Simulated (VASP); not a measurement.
Consider C.

```
C
1.0
     7.76441    0.00000    0.00000
    -3.88220    6.72417    0.00000
     0.00000    0.00000    1.25244
C
3
Direct
  0.00000 0.00000 0.00000
  0.33333 0.66667 0.50000
  0.66667 0.33333 0.50000
```

Space group P6/mmm; a generated structure, not necessarily the stable one; changed on purpose from its base cell (volume × 0.92); computed pressure about 8 GPa in this cell.

The calculation used Kohn-Sham DFT of a periodic cell, revPBE, VASP PAW PBE potentials, recommended (VASP 6.6.1).

Question: Predict the valence pseudo-density and electron localisation function between the atoms.

Answer: C–C (1.25 Å): the density is about 2.7 e/Å³ at the midpoint; the ELF peaks at about 0.90 between the atoms (inside overlapping PAW spheres, so only a guide); a multiple bond.

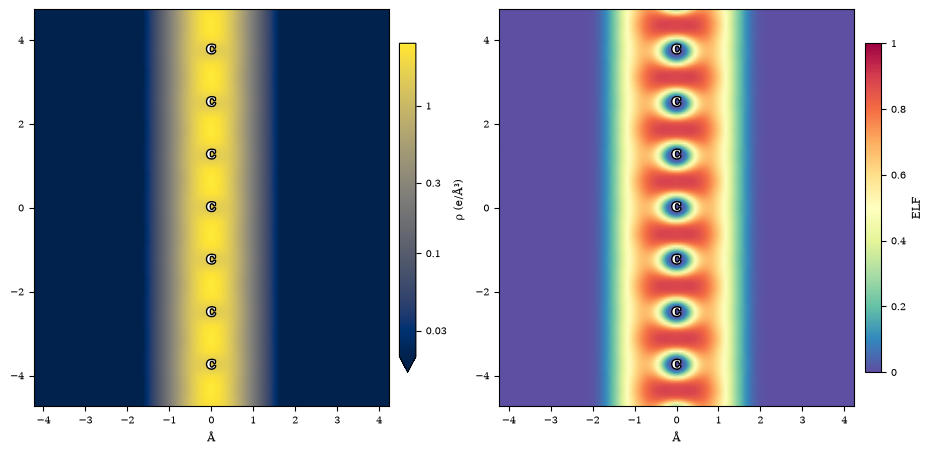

Computed valence pseudo-density and electron localisation function on the (010) plane of the conventional cell, in this order. 

Core electrons are frozen (PAW), and the valence fields are smoothed inside the atomic spheres.
